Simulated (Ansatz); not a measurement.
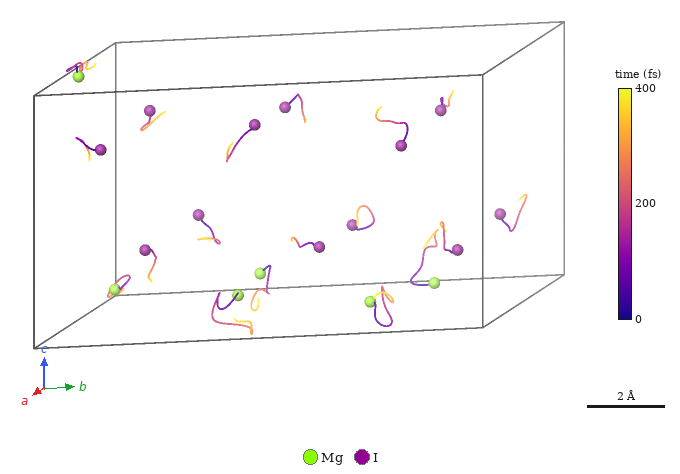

First-principles dynamics of an 18-atom cell of MgI$_{2}$, 400 fs long. It starts from the last geometry of an earlier run, with fresh velocities. Lines trace each atom's path, coloured by time; spheres stand at the starting positions. Seen slightly off an axis in the simulation cell.

All numbers below come from DFT LDA, scalar-relativistic, plane waves, PAW in Ansatz. Set-up: plane-wave cutoff 420 eV; k-point mesh 1 × 1 × 1; Fermi-Dirac smearing 0.05 eV; low-accuracy preset; Nosé-Hoover thermostat (NVT); set temperature 1170 K; time step 2 fs; thermostat time 5.0 fs.

Input
```yaml
accuracy: low
crystal:
  lattice:
    - [8.1239420242, 0.0, 0.0]
    - [-6.0929565182, 10.5533103839, 0.0]
    - [0.0, 0.0, 6.7503286385]
  atoms:
    - { symbol: Mg, position: [0.01210716, 0.00038511, 0.02626844] }
    - { symbol: I, position: [0.19320087, 0.21983491, 0.34094457] }
    - { symbol: I, position: [0.37869581, 0.14513171, 0.79846921] }
    - { symbol: Mg, position: [0.01335712, 0.32456214, 0.0630722] }
    - { symbol: I, position: [0.19310781, 0.56285509, 0.27286837] }
    - { symbol: I, position: [0.32141191, 0.43591799, 0.77562541] }
    - { symbol: Mg, position: [0.05880903, 0.72085919, 0.00252094] }
    - { symbol: I, position: [0.20078896, 0.89337626, 0.29059405] }
    - { symbol: I, position: [0.37157879, 0.79210425, 0.74447676] }
    - { symbol: Mg, position: [0.54918402, 0.0172015, -0.02026224] }
    - { symbol: I, position: [0.68831397, 0.19093729, 0.30841254] }
    - { symbol: I, position: [0.87827154, 0.12639122, 0.74998092] }
    - { symbol: Mg, position: [0.46403652, 0.35719869, 0.0685831] }
    - { symbol: I, position: [0.70764117, 0.58264408, 0.29241468] }
    - { symbol: I, position: [0.81629557, 0.45854129, 0.80859065] }
    - { symbol: Mg, position: [0.50038778, 0.65871966, 0.02589278] }
    - { symbol: I, position: [0.67801116, 0.88541912, 0.24945397] }
    - { symbol: I, position: [0.90767296, 0.80142958, 0.71681251] }
basis:
  ecutwfc: 420.0
kpoints:
  mp_grid: { grid: [1, 1, 1] }
hamiltonian:
  xc: lda
scf:
  occupations: { method: fermi_dirac, width: 0.05 }
  lower_state_search: "off"
  max_iter: 100
md:
  timestep: 2
  n_steps: 200
  ensemble: nvt_nose_hoover
  temperature: 1170.0
  initial_velocities: maxwell_boltzmann
  seed: 33246
  nose_hoover: { tau: 5.0, chain_length: 1 }
```

Run as
```bash
ansatz run input.yaml --threads 2 --pin off --max-ram 5120MiB --backend cpu --events-out ev --progress --plain --runs-dir out
```

Question: What do the traces tell about the motion?

Answer: Root-mean-square distances from the starting positions over the second half, with the common drift of all atoms taken out: Mg 0.85 Å, I 0.73 Å. Against the typical shortest distance between atoms in the first frame, about 2.8 Å these are large excursions, but over 400 fs one can't yet tell strong vibration from the start of diffusion. Bond changes: one I–I bond forms at about 266 fs. Over the second half the temperature averages 1171 K (spread ±37 K). The potential energy in the second half lies on average 77.5 meV per atom above the first frame. The thermostat's time constant is so short that it disturbs the motion.

Limits of the set-up: the program's low-accuracy preset was used.
